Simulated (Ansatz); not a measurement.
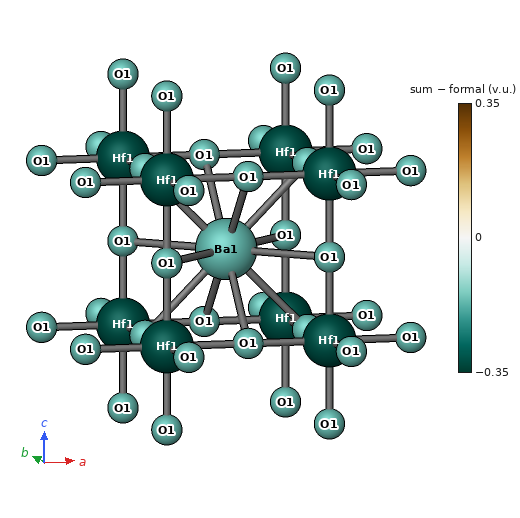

Atoms of BaHfO₃ in space group Pm-3m coloured by their computed bond-valence sum less the size of their formal valence (view slightly off an axis).

Bond valence s = exp((R0 − d)/b), R0 fitted to published crystal structures with b = 0.37 Å, summed over all anions within 5 Å; R0 in Å: Ba2+–O 2.279; Hf4+–O 1.921.

The cell is taken from coordinates from a relaxation with DFT PBE, scalar-relativistic, plane waves, PAW (Ansatz).

```
CELL_PARAMETERS angstrom
4.20609 0.00000 0.00000
0.00000 4.20609 0.00000
0.00000 0.00000 4.20609
ATOMIC_POSITIONS crystal
Ba 0.50000 0.50000 0.50000
Hf 0.00000 0.00000 0.00000
O 0.00000 0.50000 0.00000
O 0.50000 0.00000 0.00000
O 0.00000 0.00000 0.50000
```

Site labels: Ba1 at 0.500, 0.500, 0.500; Hf1 at 0.000, 0.000, 0.000; O1 at 0.000, 0.500, 0.000.

Question: Which site departs most from its formal valence?

Answer: Hf1, whose sum is 3.68 against 4: by this sum it is underbonded.

Question: Give the sums of all sites.

Answer:
```csv
site,"x, y, z",formal valence,bond-valence sum,difference
Ba1,"0.500, 0.500, 0.500",+2,1.83,-0.17
Hf1,"0.000, 0.000, 0.000",+4,3.68,-0.32
O1,"0.000, 0.500, 0.000",−2,1.84,-0.16
```

Question: Is the structure strained by this measure?

Answer: The global instability index (root mean square of the differences over all atoms) is 0.20 v.u.: above 0.2, which by the usual rule of thumb marks a strained structure. Cells relaxed with PBE tend to have slightly long bonds, which lowers the sums.
